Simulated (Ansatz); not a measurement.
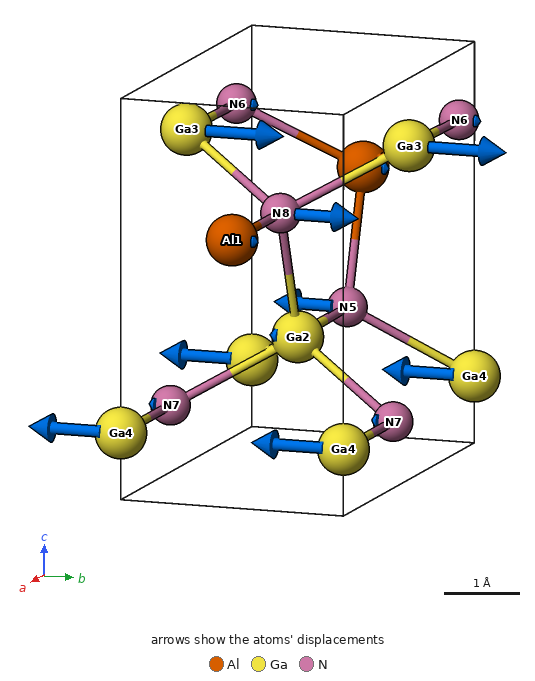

Lattice vibrations of solid AlGa3N4, space group Pm (No. 6), at the zone centre. The optical levels lie at 137, 150, 156, 192, 240, 255, 310, 393, 402, 547, 554, 556 (×2), 574, 592, 618, 639, 648, 680, 689, 697 cm⁻¹. One mode is drawn. The blue arrows are the displacements of the atoms (eigenvector over the root of the mass), of arbitrary overall length and sign. Style: ball-and-stick. Shown: the cell of the calculation, slightly off an axis.

These are results of Ansatz 0.2.0, DFT PBEsol, scalar-relativistic, plane waves, PAW, not measurements. (plane-wave cutoff 420 eV; k-point mesh 6 × 8 × 6; occupations fixed; no spin polarisation)

Frequencies are those without the non-analytic (LO–TO) term.

**Which of these frequencies is the drawn mode's?**

The level at 137 cm⁻¹. This is the A″ mode, the lowest optical level, infrared- and Raman-active by symmetry. All motion is along b; it mainly bends the Al–N, Ga–N bonds; the kinetic energy is shared as Ga 88 %, N 12 %.
